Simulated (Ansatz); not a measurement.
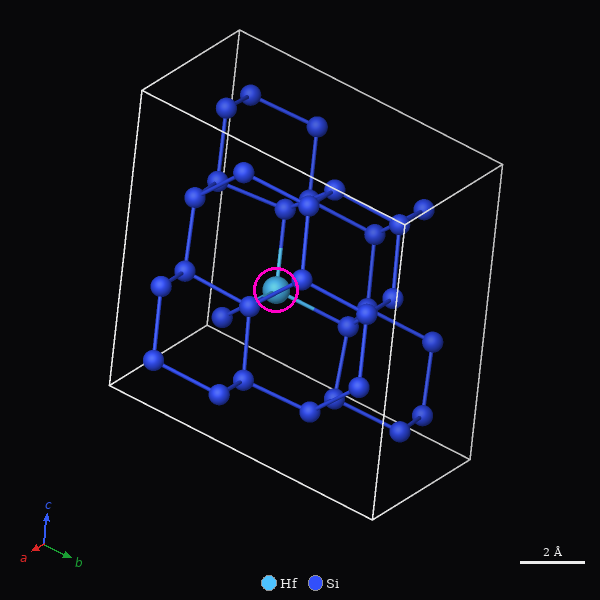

Structure drawing (ball-and-stick), viewed slightly off an axis. Atoms at the boundary of the supercell (the box) are drawn once for each face, edge or corner they touch. The host is Si, in a cell of 32 sites, and the cell is neutral. A ring marks the defect's site.

### Describe the defect.

Hafnium on a silicon site (a substitutional impurity). It is bonded to four Si in a tetrahedral arrangement at about 2.6 Å.

The atoms were relaxed in the host's cell with DFT PBE, scalar-relativistic, plane waves, PAW in Ansatz.
